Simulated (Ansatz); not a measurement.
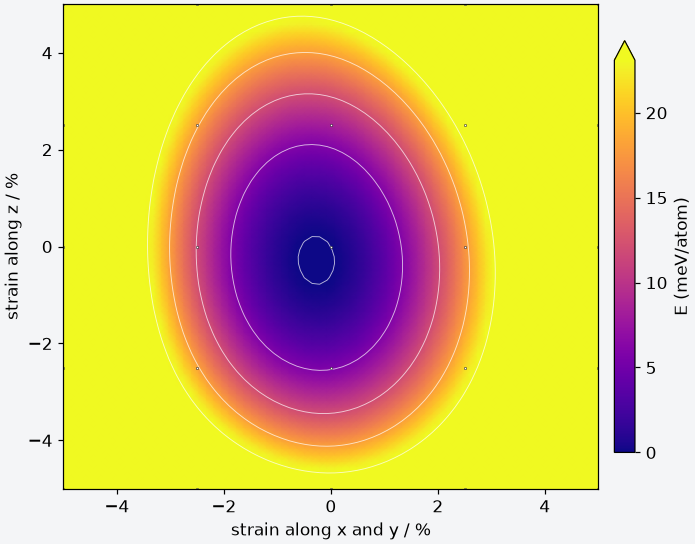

Ge (Cmmm, No. 65; 1 atom in the cell). The cell is strained homogeneously, by one strain along x and y and another along z, with fractional coordinates fixed (x along [1 0 0], z along [0 0 1] of the conventional cell). The first coordinate is: strain along x and y; the second: strain along z. The scan uses a 5 × 5 grid. Points are written as (first, second). Energies: meV/atom, counted from the lowest grid point. The reference cell is the one listed in the database, not relaxed at this level. Level of theory: Ansatz, DFT PBE, scalar-relativistic, plane waves, PAW. Settings: cutoff 420 eV, k-mesh 20×20×18 in the order of the run's cell vectors, gaussian smearing 0.15 eV, no spin polarisation.

In the figure: a smooth colour map with a few white contour lines, dots at the grid points, one colour for all values above the top of the scale. Between grid points the surface is interpolated.

Estimate the clamped-ion elastic constants that this map fixes.

With the cell volume of 19.6 Å³, the curvatures of the interpolated surface at its minimum give C₁₁ + C₂₂ + 2C₁₂ ≈ 390 GPa, C₃₃ ≈ 194 GPa and C₁₃ + C₂₃ ≈ 11 GPa (clamped ions, Cartesian axes of the cell). A stretch of 1 % along z with free sides (kept equal in x and y) would change the in-plane lengths by about −0.03 %.
